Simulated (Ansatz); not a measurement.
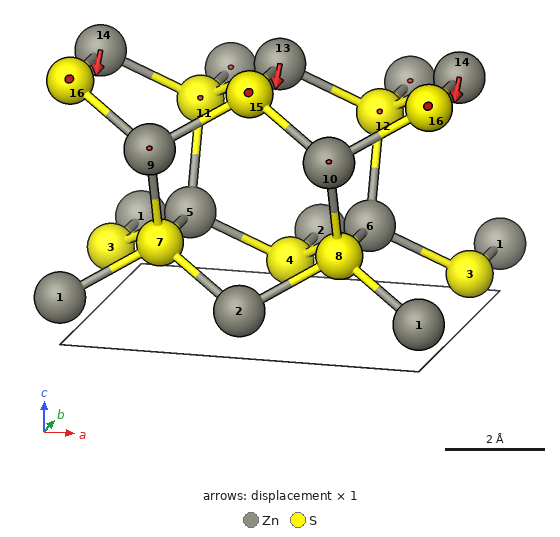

A constrained relaxation of a slab of composition ZnS (cut from the P6_3mc phase). The starting structure is drawn; red arrows show the displacements, at their true length.

The picture is a ball-and-stick view of the cell of the calculation, outlined in the plane, without the vacuum (origin shifted), seen slightly off an axis.

Case: clean slab, lower planes held. The slab is the (1 0 0) face of ZnS. 8 atoms are held fixed.

Level of theory: Ansatz 0.2.0, DFT PBE+D3(BJ), scalar-relativistic, plane waves, PAW. Settings: plane-wave cutoff 420 eV; k-point mesh 2 × 3 × 1; occupations gaussian; smearing width 0.05 eV; no spin polarisation; dipole correction; atoms relaxed in a fixed cell; force threshold 0.03 eV/Å; at most 70 steps.

> Atoms of which element are displaced furthest, and by how much?

Zinc: up to 0.59 Å, against 0.22 Å for sulfur.

> Describe the change and its energy.

Over 4 geometry steps the energy falls by 0.940 eV per cell of the calculation. Largest force component: 1.2 eV/Å at the start, 0.016 eV/Å at the end. The largest moves, 0.59 Å, are those of Zn13 and Zn14. Zn13 goes at 39° to the normal (−c side). By element the largest moves are Zn 0.59 Å, S 0.22 Å. The cell stays as it was. Some distances before and after: Zn13–S15 2.331 → 2.210 Å, S7–Zn9 2.328 → 2.429 Å, S11–Zn13 2.328 → 2.268 Å, Zn5–S11 2.328 → 2.383 Å. Among the angles between lasting bonds that change: Zn6–S12–Zn13 109.2° → 94.9°, S11–Zn14–S16 109.8° → 122.5°, Zn9–S16–Zn14 109.8° → 97.9°. Cost: 73 s on 4 threads of Arm Neoverse V1, with other jobs on the host, peak memory 1.6 GiB.
